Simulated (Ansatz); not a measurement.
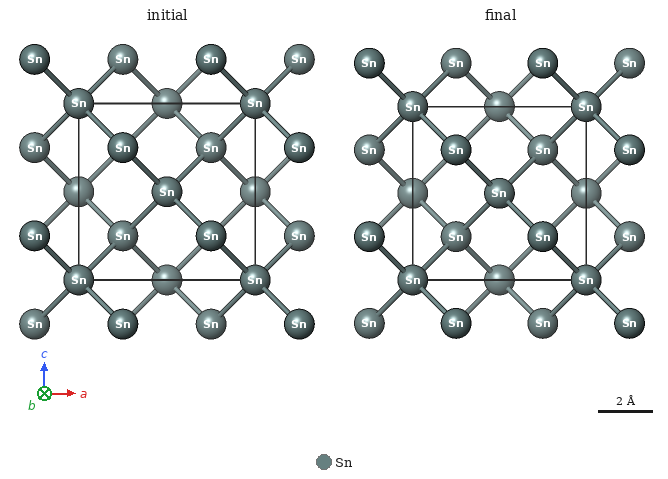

The structure of solid Sn (built on the diamond type) before (left) and after (right) a relaxation, at one scale.

A ball-and-stick model of the conventional cell (4 times the calculation's cell), seen along the b axis. Lengths and directions refer to the drawn axes.

These are results of DFT, PBEsol, plane waves, PAW (Ansatz 0.2.0), not measurements.

The input:
```yaml
crystal:
  lattice:
    - [0.0, 3.3291268295, 3.3291268295]
    - [3.3291268295, 0.0, 3.3291268295]
    - [3.3291268295, 3.3291268295, 0.0]
  atoms:
    - { symbol: Sn, position: [0.0, 0.0, 0.0] }
    - { symbol: Sn, position: [0.25, 0.25, 0.25] }
kpoints:
  mp_grid: { grid: [6, 6, 6] }
hamiltonian:
  xc: pbesol
scf:
  occupations: { method: fermi_dirac, width: 0.02 }
relax:
  f_tol: 0.005
  cell: {}
```

Command:
```bash
ansatz run input.yaml --threads 4 --pin off --max-ram 7372MiB --backend cpu --events-out ev --progress --plain --runs-dir out
```

Question: Describe what moved and what it gained.

Answer: The energy falls by 12.0 meV per atom in 3 accepted moves (4 points after the start). All forces vanish by symmetry, so only the cell relaxes. The pressure goes from −1.94 to 0.00 GPa. The SCF was repeated once at an unchanged geometry on a basis and grid sized afresh for the cell, which shifted the energy by 0.3 meV per atom at most. No atom moves by more than 0.005 Å relative to the cell. Cell: a = b = c 6.658 → 6.543 Å (−1.7 %). Volume −5.1 %. Near-neighbour distances that change, for instance: Sn1–Sn2 2.883 → 2.833 Å. The space group stays Fd-3m (No. 227). The run took 2 s on 4 threads of Intel(R) Xeon(R) Platinum 8375C CPU @ 2.90GHz (Ice Lake), on a shared host, peak memory 0.39 GiB.
